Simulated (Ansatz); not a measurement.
# Si₃₅Ge (cell charge −1, with a compensating background) (cell with a defect): what the fields show

The calculation's input:

```
crystal:
  lattice:
    - [-1.0e-10, 6.6706137355, 6.3650227141]
    - [-5.7769209537, -3.3353068678, 6.3650227141]
    - [5.7769209538, -3.3353068677, 6.3650227141]
  atoms:
    - { symbol: Ge, position: [0.2430066683, 0.5773539843, 0.2426285846], spin: 0.2 }
    - { symbol: Si, position: [0.576947832, 0.576918772, 0.9091447785] }
    - { symbol: Si, position: [0.2429468347, 0.2433981427, 0.5766324988] }
    - { symbol: Si, position: [0.2430633767, 0.9108638588, 0.9090695381] }
    - { symbol: Si, position: [0.5768812521, 0.2434368433, 0.2426984436] }
    - { symbol: Si, position: [0.9094511193, 0.5769145816, 0.57676079] }
    - { symbol: Si, position: [0.9099181337, 0.2437928239, 0.9096666216] }
    - { symbol: Si, position: [0.5764464579, 0.9104391879, 0.5760587639] }
    - { symbol: Si, position: [0.9094615858, 0.9108071219, 0.242651505] }
    - { symbol: Si, position: [0.2988656369, 0.6326223352, 0.632940807] }
    - { symbol: Si, position: [0.6330031631, 0.6326838104, 0.2986778331] }
    - { symbol: Si, position: [0.298879053, 0.2984968743, 0.9645869569] }
    - { symbol: Si, position: [0.2988422764, 0.9667689267, 0.2987282944] }
    - { symbol: Si, position: [0.6320398782, 0.2991796792, 0.6318172658] }
    - { symbol: Si, position: [0.964720968, 0.632611797, 0.9646976108] }
    - { symbol: Si, position: [0.9647923801, 0.2984318587, 0.2986425427] }
    - { symbol: Si, position: [0.6320465331, 0.9658987437, 0.9651313411] }
    - { symbol: Si, position: [0.965351787, 0.9658167323, 0.6318976758] }
    - { symbol: Si, position: [0.3697988425, 0.7039386956, 0.3714156669], spin: 0.2 }
    - { symbol: Si, position: [0.7008311901, 0.7016909153, 0.034357369] }
    - { symbol: Si, position: [0.3678366692, 0.3682959028, 0.700705697] }
    - { symbol: Si, position: [0.3678585922, 0.0346153389, 0.0343735576] }
    - { symbol: Si, position: [0.700916479, 0.3683417955, 0.3676283326] }
    - { symbol: Si, position: [0.0345328154, 0.7016372474, 0.7007835638] }
    - { symbol: Si, position: [0.0347679466, 0.3684939716, 0.0345448605] }
    - { symbol: Si, position: [0.7011944154, 0.0350106322, 0.7009466263] }
    - { symbol: Si, position: [0.0345235035, 0.0345977587, 0.36770017] }
    - { symbol: Si, position: [0.4236208698, 0.7574585646, 0.7569614274] }
    - { symbol: Si, position: [0.7573817702, 0.7573355686, 0.4232183927] }
    - { symbol: Si, position: [0.4248110241, 0.4226181968, 0.0866901356], spin: 0.2 }
    - { symbol: Si, position: [0.4234553682, 0.0912883546, 0.4231973528] }
    - { symbol: Si, position: [0.7567995547, 0.4239656663, 0.7565613713] }
    - { symbol: Si, position: [0.0898765631, 0.7625928924, 0.0841027756], spin: 0.2 }
    - { symbol: Si, position: [0.0869904142, 0.4235793701, 0.4261368855], spin: 0.2 }
    - { symbol: Si, position: [0.7567449848, 0.0907477842, 0.0899185564] }
    - { symbol: Si, position: [0.0901226692, 0.0907312649, 0.7564952233] }
  host:
    lattice:
      - [3.8512806358, 0.0, 0.0]
      - [-1.9256403179, 3.3353068677, 0.0]
      - [0.0, 0.0, 6.3650227141]
    atoms:
      - { symbol: Si, position: [0.3333333333, 0.6666666667, 0.0629309401] }
      - { symbol: Si, position: [0.6666666667, 0.3333333333, 0.5629309401] }
      - { symbol: Si, position: [0.3333333333, 0.6666666667, 0.4370690599] }
      - { symbol: Si, position: [0.6666666667, 0.3333333333, 0.9370690599] }
total_charge: -1
basis:
  ecutwfc: 420
  xc_grid: 2
kpoints:
  mp_grid: { grid: [2, 2, 2], shift: [0.5, 0.5, 0.5] }
hamiltonian:
  xc: pbe
scf:
  occupations: { method: gaussian, width: 0.02 }
output:
  forces: true
  stress: false
  eigenvalues: true
  populations: true
  charged_corrections:
    defect_position: [0.2431992, 0.57653254, 0.2431992]
    epsilon: [[12.6179, 0.0, 0.0], [0.0, 12.6179, 0.0], [0.0, 0.0, 13.7065]]
  write_density: true
  write_potential: true
  elf: true
  volumetric_format: npy
magnetization:
  spin_polarized: true
relax:
  adjacent_minimum: "off"
  f_tol: 0.025
  max_steps: 45
```

Launched as:

```sh
ansatz run input.yaml --threads 4 --pin off --max-ram 10240MiB --backend cpu --events-out ev --progress --plain --runs-dir out
```

The fields are those of the run's last geometry, not of the input's.

Spin-polarised.

Level of theory: DFT PBE, scalar-relativistic, plane waves, PAW in Ansatz 0.2.0.

In a PAW calculation such maps are meaningful between the atoms, not at the nuclei.

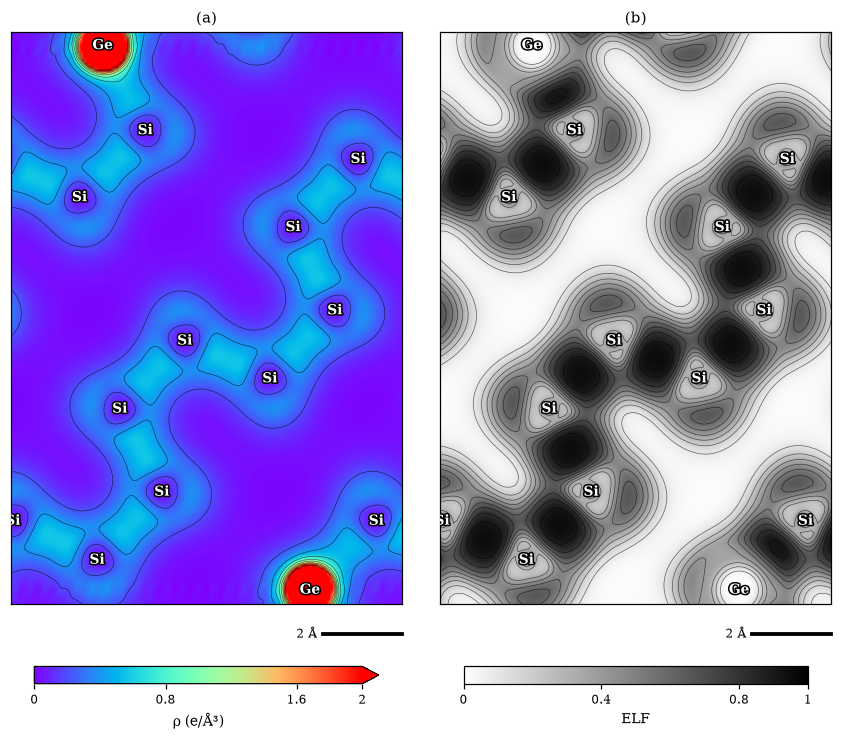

Figure 1. (a) valence charge density (pseudo); (b) electron localisation function on the (011̄) plane of the calculation cell.

Read the bonding off the picture.

- The section cuts through Ge and Si sites.
- Si–Si (2.36 Å): ρ is about 0.57 e/Å³ halfway; the ELF peaks at about 0.95 between the atoms.
- Si–Ge (2.43 Å): ρ is about 0.52 e/Å³ halfway; the ELF peaks at about 0.90 between the atoms.
- The density dies away to nearly zero in the voids.

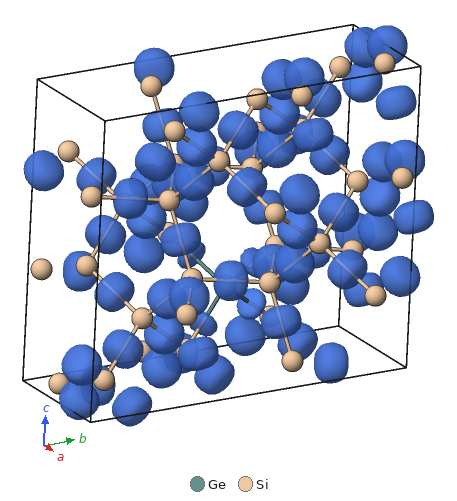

Figure 2. Isosurface of the ELF at 0.85 (blue), seen slightly off an axis. Core shells and regions of very low density are left out. Sticks mark near contacts.

What do the ELF domains correspond to?

At this value the surface marks out four regions between bonded Ge–Si atoms and 68 regions between bonded Si–Si atoms, counted in one cell of 36 atoms. Any copies at cell faces, edges or corners count once. Profiles from the grid: Si–Si (2.35 Å): the ELF peaks at about 0.95 between the atoms. Si–Ge (2.40 Å): the ELF peaks at about 0.90 between the atoms.

Does the calculation make it a metal, or give it a gap?

It is gapless in this calculation (a metal or semimetal).
